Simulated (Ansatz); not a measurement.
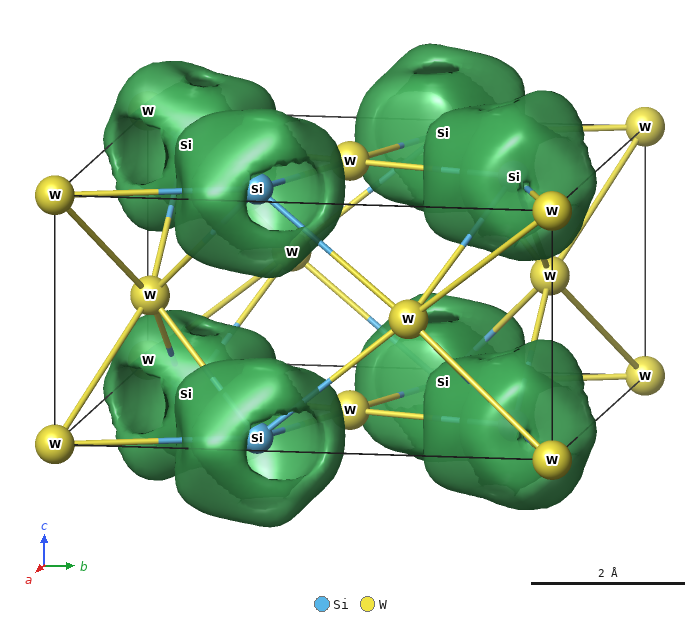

The picture shows: Si$_{2}$W$_{3}$. Isosurface of the electron localisation function at 0.6 (green), seen slightly off an axis. Core shells and regions of very low density are left out. Sticks mark near contacts.

Space group P4/m; a structure from a database of computed crystals, not necessarily the ambient phase; not relaxed (largest force 0.8 eV/Å); computed pressure about 3 GPa in this cell.

Level of theory: Ansatz 0.2.0, DFT PBE, scalar-relativistic, plane waves, PAW.

Core electrons are frozen (PAW), and the valence fields are smoothed inside the atomic spheres.

Describe the localisation domains.

The ELF exceeds this value in four regions wrapped around Si (the valence shell of each), counted in one cell of 10 atoms. Any copies at cell faces, edges or corners count once. Along the contacts the grid gives the following. Si–W (2.47 Å): the ELF peaks at about 0.70 in the valence shell of Si, 0.9 Å from its nucleus, and is about 0.45 at the midpoint. Si–Si (2.53 Å): the ELF peaks at about 0.55 in the valence shell of Si, 1.0 Å from its nucleus, and is about 0.50 at the midpoint.

Does the calculation make it a metal, or give it a gap?

It is gapless in this calculation (a metal or semimetal).
